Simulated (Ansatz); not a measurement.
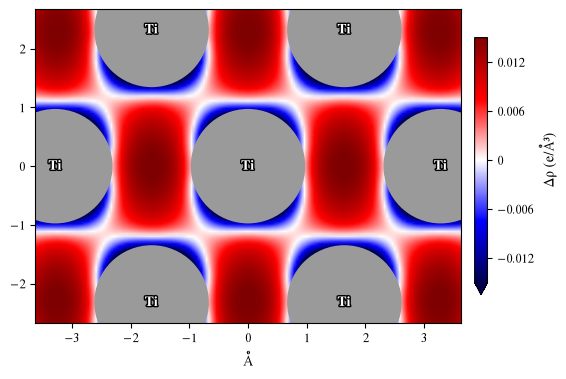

Ti: difference of two self-consistent densities at the same geometry, ρ(HSE06) − ρ(PBE), on the (11̄0) plane of the conventional cell. Grey discs cover the cores, where the PAW densities can't be compared. Cores are masked to 1.0 Å (Ti).

Space group Im-3m. This isn't the usual form at ambient conditions.

Both runs: Ansatz, scalar-relativistic, plane waves and PAW, same cutoff, k-points and PAW files (made with PBE).

Question: What differs between the two levels of theory?

Answer: Against PBE, and outside the masked cores, the largest gain, 0.015 e/Å³, lies 1.6 Å from a titanium nucleus, and the largest loss lies at the edge of the masked core of Ti.
At this volume the pressure is −2 GPa with PBE and roughly −3 GPa with HSE06.

Run times: 2.1 min (HSE06) and 3.1 s (base cell), on 2 threads of Arm Neoverse V2 (shared host).
